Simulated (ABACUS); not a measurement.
Run report: BN, geometry relaxation (part 3 of 3)

Continued. System: BN (4 atoms in the cell). Method: Kohn-Sham DFT of a periodic cell, PBE, PseudoDojo NC SR 0.5 PBE stringent, no spin polarisation (ABACUS 3.10.1); cutoff 1360.57 eV, 11×11×6 k-mesh, fermi-dirac of 0.05 eV. The structure derives from a Materials Project entry.

Geometry of the input (Å; fractional positions):
```
2.5539  0.0000  0.0000
-1.2770  2.2118  0.0000
0.0000  0.0000  4.2269
N  0.3333  0.6667  0.1253
N  0.6667  0.3333  0.6253
B  0.3333  0.6667  0.4997
B  0.6667  0.3333  0.9997
```

The program's output, continued
```
----------------------------------------------------------

 charge density convergence is achieved
 final etot is -728.91380143716 eV
 EFERMI = 12.21982777778 eV

 STATE ENERGY(eV) AND OCCUPATIONS    NSPIN == 1
[... levels at 64 further k points ...]

 correction force for each atom along direction 1 is 0.006051
 correction force for each atom along direction 2 is -0.005369
 correction force for each atom along direction 3 is 0.000001
------------------------------------------------------------------------------------------
 TOTAL-FORCE (eV/Angstrom)
------------------------------------------------------------------------------------------
                        N1         0.0000000000         0.0000000000        -0.0050144057
                        N2         0.0000000000         0.0000000000        -0.0050144057
                        B1         0.0000000000         0.0000000000         0.0050144057
                        B2         0.0000000000         0.0000000000         0.0050144057
------------------------------------------------------------------------------------------

----------------------------------------------------------------
 TOTAL-STRESS (KBAR)
----------------------------------------------------------------
         0.1191951195         0.0000000000         0.0000000000
         0.0000000000         0.1191951195        -0.0000000000
         0.0000000000         0.0000000000        -0.7185310036
----------------------------------------------------------------
 TOTAL-PRESSURE: -0.160047 KBAR

 Largest gradient in force is 0.005014 eV/A.
 Threshold is 0.010000 eV/A.

 Largest gradient in stress is 0.718531 kbar.
 Threshold is 0.500000 kbar.

 Relaxation is not converged yet!
CARTESIAN COORDINATES ( UNIT =       4.826246386000 Bohr ).
    atom                   x                   y                   z     mag                  vx                  vy                  vz
tauc_N1           -0.0000000001        0.5778217231        0.2073741518  0.0000        0.0000000000        0.0000000000        0.0000000000
tauc_N2            0.5004082910        0.2889108615        1.0347743356  0.0000        0.0000000000        0.0000000000        0.0000000000
tauc_B1           -0.0000000001        0.5778217231        0.8268760779  0.0000        0.0000000000        0.0000000000        0.0000000000
tauc_B2            0.5004082910        0.2889108615        1.6542762617  0.0000        0.0000000000        0.0000000000        0.0000000000

                          Volume (Bohr^3) = 161.366617
                             Volume (A^3) = 23.912037

 Lattice vectors: (Cartesian coordinate: in unit of a_0)
            +1.000817           +0.000000           -0.000000
            -0.500408           +0.866733           -0.000000
            +0.000000           +0.000000           +1.654800
 Reciprocal vectors: (Cartesian coordinate: in unit of 2 pi/a_0)
            +0.999184           +0.576879           -0.000000
            -0.000000           +1.153758           -0.000000
            +0.000000           +0.000000           +0.604303

 -------------------------------------------
 STEP OF RELAXATION : 4
 -------------------------------------------

[... set-up of the moved cell ...]

 LCAO ALGORITHM --------------- ION=   4  ELEC=   1--------------------------------

 Density error is 0.000320283527
----------------------------------------------------------
     Energy           Rydberg                 eV
----------------------------------------------------------
 E_KohnSham     -53.5741570102       -728.9138008849
 E_Harris       -53.5757474698       -728.9354401980
 E_Fermi        0.8980901185         12.2191429292
----------------------------------------------------------

[... 4 further cycles ...]
 LCAO ALGORITHM --------------- ION=   4  ELEC=   6--------------------------------

 Density error is 0.000000063273
----------------------------------------------------------
     Energy           Rydberg                 eV
----------------------------------------------------------
 E_KohnSham     -53.5741570656       -728.9138016385
 E_KS(sigma->0) -53.5741570656       -728.9138016385
 E_Harris       -53.5741571842       -728.9138032526
 E_band         3.6776338120         50.0367750005
 E_one_elec     9.0617059791         123.2908349168
 E_Hartree      7.1972186993         97.9231840625
 E_xc           -17.4302700928       -237.1509909409
 E_Ewald        -52.4028116512       -712.9768296768
 E_entropy(-TS) -0.0000000000        -0.0000000000
 E_descf        0.0000000000         0.0000000000
 E_exx          0.0000000000         0.0000000000
 E_Fermi        0.8980286444         12.2183065313
----------------------------------------------------------

 charge density convergence is achieved
 final etot is -728.91380163845 eV
 EFERMI = 12.21830653128 eV

 STATE ENERGY(eV) AND OCCUPATIONS    NSPIN == 1
 1/64 kpoint (Cartesian) = 0.00000 0.00000 0.00000 (687 pws)
       1      -9.079981       0.002755
       2      -5.035342       0.002755
       3       0.302374       0.002755
       4       8.994746       0.002755
       5       8.994746       0.002755
       6      10.854407       0.002755
       7      11.096398       0.002755
       8      11.096398       0.002755
       9      19.457423       0.000000
      10      19.457423       0.000000
      11      19.724112       0.000000
      12      20.646523       0.000000

 2/64 kpoint (Cartesian) = -0.09083 0.05244 0.00000 (683 pws)
       1      -8.978758       0.016529
       2      -4.912163       0.016529
       3       0.469342       0.016529
       4       8.193730       0.016529
       5       8.667322       0.016529
       6      10.426644       0.016529
       7      10.669899       0.016529
       8      10.908463       0.016529
       9      19.220982       0.000000
      10      19.806646       0.000000
      11      19.990065       0.000000
      12      21.217606       0.000000

 3/64 kpoint (Cartesian) = -0.18167 0.10489 0.00000 (691 pws)
       1      -8.463233       0.016529
       2      -4.537158       0.016529
       3       0.985750       0.016529
       4       6.322366       0.016529
       5       7.921618       0.016529
       6       8.817241       0.016529
       7      10.128463       0.016529
       8      10.409546       0.016529
       9      18.777574       0.000000
      10      20.393203       0.000000
      11      20.599789       0.000000
      12      22.105564       0.000000

 4/64 kpoint (Cartesian) = -0.27250 0.15733 0.00000 (686 pws)
       1      -7.613240       0.016529
       2      -4.001988       0.016529
       3       1.819827       0.016529
       4       4.204296       0.016529
       5       6.881341       0.016529
       6       7.127212       0.016529
       7       9.242143       0.016529
       8       9.805424       0.016529
       9      18.335561       0.000000
      10      20.418057       0.000000
      11      21.293980       0.000000
      12      22.201348       0.000000

 5/64 kpoint (Cartesian) = -0.36334 0.20977 0.00000 (679 pws)
       1      -6.505151       0.016529
       2      -3.578641       0.016529
       3       2.461910       0.016529
       4       2.905125       0.016529
       5       5.045223       0.016529
       6       6.513819       0.016529
       7       8.077963       0.016529
       8       9.302194       0.016529
       9      18.019264       0.000000
      10      19.732485       0.000000
      11      21.608906       0.000000
      12      22.870575       0.000000

 6/64 kpoint (Cartesian) = -0.45417 0.26222 0.00000 (684 pws)
       1      -5.376536       0.016529
       2      -3.718400       0.016529
       3       1.744250       0.016529
       4       3.534112       0.016529
       5       4.107388       0.016529
       6       6.186428       0.016529
       7       6.956830       0.016529
       8       9.024001       0.016529
       9      17.872905       0.000000
      10      19.176939       0.000000
      11      21.679062       0.000000
      12      22.769979       0.000000

[... levels at 58 further k points ...]

 correction force for each atom along direction 1 is 0.006042
 correction force for each atom along direction 2 is -0.005361
 correction force for each atom along direction 3 is 0.000001
------------------------------------------------------------------------------------------
 TOTAL-FORCE (eV/Angstrom)
------------------------------------------------------------------------------------------
                        N1         0.0000000000         0.0000000000         0.0040658229
                        N2         0.0000000000         0.0000000000         0.0040658229
                        B1         0.0000000000         0.0000000000        -0.0040658229
                        B2         0.0000000000         0.0000000000        -0.0040658229
------------------------------------------------------------------------------------------

----------------------------------------------------------------
 TOTAL-STRESS (KBAR)
----------------------------------------------------------------
        -0.4880908010        -0.0000000000         0.0000000000
         0.0000000000        -0.4880908009         0.0000000000
         0.0000000000         0.0000000000         0.3855730454
----------------------------------------------------------------
 TOTAL-PRESSURE: -0.196870 KBAR

 Largest gradient in force is 0.004066 eV/A.
 Threshold is 0.010000 eV/A.

 Largest gradient in stress is 0.488091 kbar.
 Threshold is 0.500000 kbar.

 Relaxation is converged!

 --------------------------------------------
 !FINAL_ETOT_IS -728.9138016384517869 eV
 --------------------------------------------
```

File mulliken.txt
```
 3
CALCULATE THE MULLIkEN ANALYSIS FOR EACH ATOM
 Total charge:	16
Decomposed Mulliken populations
0                              Zeta of N              Spin 1
s                                      0              1.7245
s                                      1              0.0136
SUM OVER M+Zeta                                       1.7382

pz                                     0              1.2370
px                                     0              1.2089
py                                     0              1.2093
SUM OVER M                                            3.6552
pz                                     1             -0.0032
px                                     1             -0.0122
py                                     1              0.0213
SUM OVER M                                            0.0058
SUM OVER M+Zeta                                       3.6610

dz^2                                   0              0.0155
dxz                                    0              0.0263
dyz                                    0              0.0201
dx^2-y^2                               0              0.0172
dxy                                    0              0.0180
SUM OVER M                                            0.0971
SUM OVER M+Zeta                                       0.0971

SUM OVER M+Zeta+L                                     5.4963

Total Charge on atom:                  N              5.4963


1                              Zeta of N              Spin 1
s                                      0              1.7272
s                                      1              0.0137
SUM OVER M+Zeta                                       1.7409

pz                                     0              1.2390
px                                     0              1.2068
py                                     0              1.2157
SUM OVER M                                            3.6615
pz                                     1              0.0009
px                                     1             -0.0138
py                                     1              0.0180
SUM OVER M                                            0.0052
SUM OVER M+Zeta                                       3.6667

dz^2                                   0              0.0173
dxz                                    0              0.0261
dyz                                    0              0.0208
dx^2-y^2                               0              0.0174
dxy                                    0              0.0208
SUM OVER M                                            0.1024
SUM OVER M+Zeta                                       0.1024

SUM OVER M+Zeta+L                                     5.5099

Total Charge on atom:                  N              5.5099


2                              Zeta of B              Spin 1
s                                      0              1.1796
s                                      1             -0.0662
SUM OVER M+Zeta                                       1.1134

pz                                     0              0.2778
px                                     0              0.2824
py                                     0              0.2397
SUM OVER M                                            0.7999
pz                                     1              0.0370
px                                     1              0.0058
py                                     1              0.0584
SUM OVER M                                            0.1012
SUM OVER M+Zeta                                       0.9011

dz^2                                   0              0.0960
dxz                                    0              0.1074
dyz                                    0              0.0892
dx^2-y^2                               0              0.0845
dxy                                    0              0.1114
SUM OVER M                                            0.4885
SUM OVER M+Zeta                                       0.4885

SUM OVER M+Zeta+L                                     2.5030

Total Charge on atom:                  B              2.5030


3                              Zeta of B              Spin 1
s                                      0              1.1765
s                                      1             -0.0657
SUM OVER M+Zeta                                       1.1108

pz                                     0              0.2664
px                                     0              0.2885
py                                     0              0.2453
SUM OVER M                                            0.8002
pz                                     1              0.0431
px                                     1             -0.0021
py                                     1              0.0489
SUM OVER M                                            0.0899
SUM OVER M+Zeta                                       0.8900

dz^2                                   0              0.0973
dxz                                    0              0.1116
dyz                                    0              0.0889
dx^2-y^2                               0              0.0845
dxy                                    0              0.1076
SUM OVER M                                            0.4899
SUM OVER M+Zeta                                       0.4899

SUM OVER M+Zeta+L                                     2.4907

Total Charge on atom:                  B              2.4907
```

Trajectory as extended XYZ (Å, eV, eV/Å), 4 frames, from step=0 to step=3
```
4
Lattice="2.5539 0.0000 0.0000 -1.2770 2.2118 0.0000 0.0000 0.0000 4.2269" Properties=species:S:1:pos:R:3:forces:R:3 step=0 energy=-728.91370 pressure_GPa=0.53
N     0.0000    1.4745    0.5295    0.0000   0.0000   0.0151
N     1.2770    0.7373    2.6430    0.0000   0.0000   0.0151
B     0.0000    1.4745    2.1123    0.0000   0.0000  -0.0151
B     1.2770    0.7373    4.2257    0.0000   0.0000  -0.0151
4
Lattice="2.5578 0.0000 0.0000 -1.2789 2.2151 0.0000 0.0000 0.0000 4.2267" Properties=species:S:1:pos:R:3:forces:R:3 step=1 energy=-728.91369 pressure_GPa=-0.58
N     0.0000    1.4767    0.5303    0.0000   0.0000  -0.0257
N     1.2789    0.7384    2.6436    0.0000   0.0000  -0.0257
B     0.0000    1.4767    2.1114    0.0000   0.0000   0.0257
B     1.2789    0.7384    4.2248    0.0000   0.0000   0.0257
4
Lattice="2.5558 0.0000 0.0000 -1.2779 2.2134 0.0000 0.0000 0.0000 4.2268" Properties=species:S:1:pos:R:3:forces:R:3 step=2 energy=-728.91380 pressure_GPa=-0.02
N     0.0000    1.4756    0.5299    0.0000   0.0000  -0.0050
N     1.2779    0.7378    2.6433    0.0000   0.0000  -0.0050
B     0.0000    1.4756    2.1119    0.0000   0.0000   0.0050
B     1.2779    0.7378    4.2252    0.0000   0.0000   0.0050
4
Lattice="2.5560 0.0000 -0.0000 -1.2780 2.2136 -0.0000 0.0000 0.0000 4.2263" Properties=species:S:1:pos:R:3:forces:R:3 step=3 energy=-728.91380 pressure_GPa=-0.02
N     0.0000    1.4757    0.5296    0.0000   0.0000   0.0041
N     1.2780    0.7379    2.6428    0.0000   0.0000   0.0041
B     0.0000    1.4757    2.1118    0.0000   0.0000  -0.0041
B     1.2780    0.7379    4.2249    0.0000   0.0000  -0.0041
```

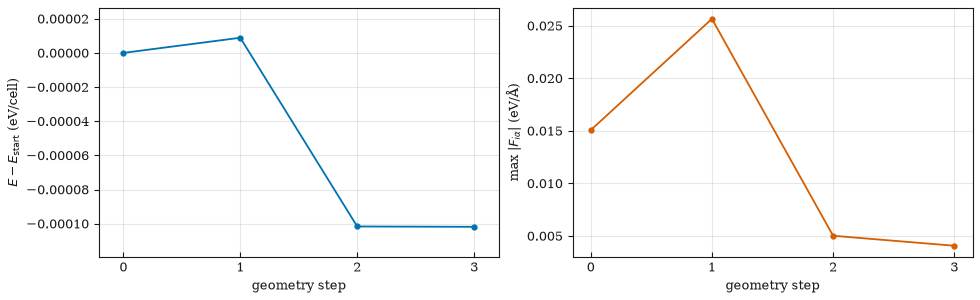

Fig. 1: Progress of the relaxation, step by step (steps are counted from 0). The atoms keep their places relative to the cell (all moves are under 0.005 Å). The volume changes by +0.1 %, with a = b 2.554 → 2.556 Å (+0.1 %), c 4.227 → 4.226 Å (0.0 %). The space group stays P6_3mc (No. 186). After 3 geometry steps the energy has fallen by 0.1 meV per cell of the calculation. Largest force component: 0.015 eV/Å at the start, 0.0041 eV/Å at the end. The pressure goes from 0.53 to −0.02 GPa. (Atoms are counted from 1 in the order of the input.)

Summary

```json
{"quantity": "outcome", "value": "converged"}
{"quantity": "space group (tolerance 0.01 Å)", "value": "P6₃mc (186)"}
{"quantity": "electrons treated", "value": "16"}
{"quantity": "free energy", "value": "−728.9138 eV"}
{"quantity": "Fermi energy", "value": "12.218 eV"}
{"quantity": "pressure", "value": "−0.02 GPa"}
{"quantity": "final volume", "value": "23.91 Å³"}
{"quantity": "largest force (length of the vector) at the end", "value": "0.004 eV/Å"}
{"quantity": "final cell", "value": "a = 2.556 Å, b = 2.556 Å, c = 4.226 Å, α = 90.00°, β = 90.00°, γ = 120.00°"}
{"quantity": "wall time", "value": "56 s (CPU time 3.8 min)"}
{"quantity": "peak memory", "value": "0.44 GiB"}
```

Notes

Points of doubt noted for this run: home made orbitals.
